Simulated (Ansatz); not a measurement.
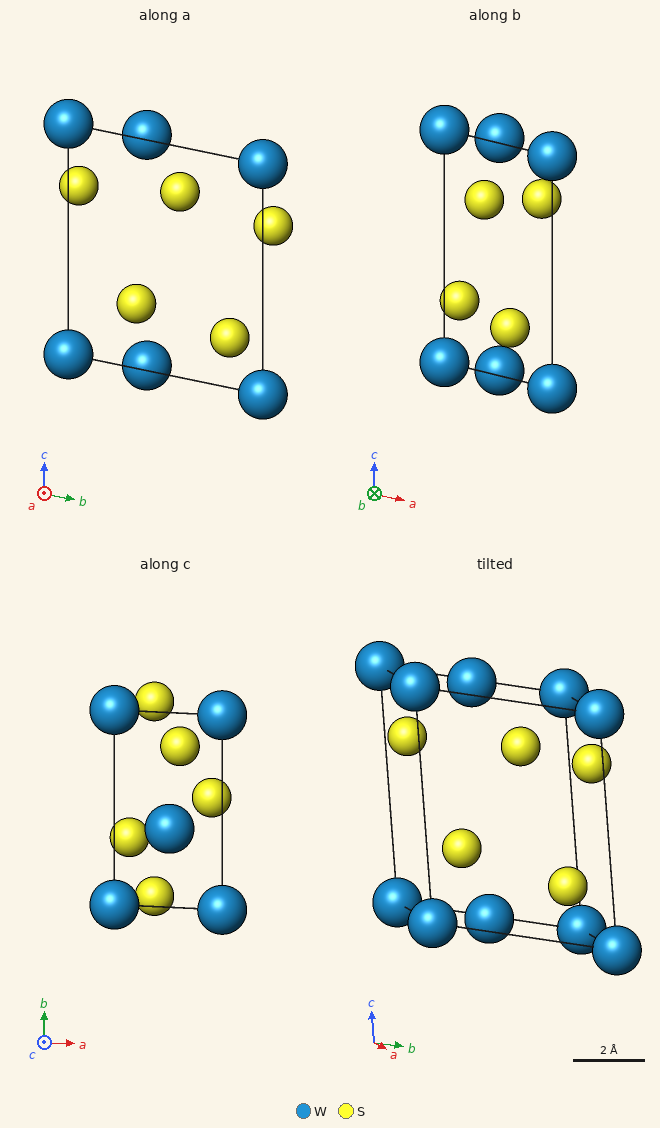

Crystal structure, spheres-only style, seen along the a axis, along the b axis, along the c axis and slightly off an axis. One unit cell is framed, with atoms on its boundary repeated.

Lattice parameters: a = 3.1590 Å, b = 5.6525 Å, c = 6.7523 Å, α = 101.360°, β = 103.502°, γ = 90.002°.

Q: Record the structure as a CIF in P1 with every atom of the cell, with free fractional coordinates to two decimals.

A:
```cif
data_structure
_symmetry_space_group_name_H-M 'P 1'
_symmetry_Int_Tables_number 1
_cell_length_a 3.1590
_cell_length_b 5.6525
_cell_length_c 6.7523
_cell_angle_alpha 101.360
_cell_angle_beta 103.502
_cell_angle_gamma 90.002
_cell_volume 114.81
loop_
_atom_site_label
_atom_site_type_symbol
_atom_site_fract_x
_atom_site_fract_y
_atom_site_fract_z
_atom_site_occupancy
W1 W 0.00 0.00 0.00 1
S1 S 0.37 0.05 0.74 1
S2 S 0.14 0.35 0.28 1
W2 W 0.51 0.40 0.02 1
S3 S 0.90 0.57 0.80 1
S4 S 0.61 0.83 0.22 1
```

It derives from a structure type filled with these elements by a generator (whether the compound takes this form wasn't checked). It is drawn as it came out of a relaxation with Ansatz, DFT, PBEsol, plane waves, PAW.
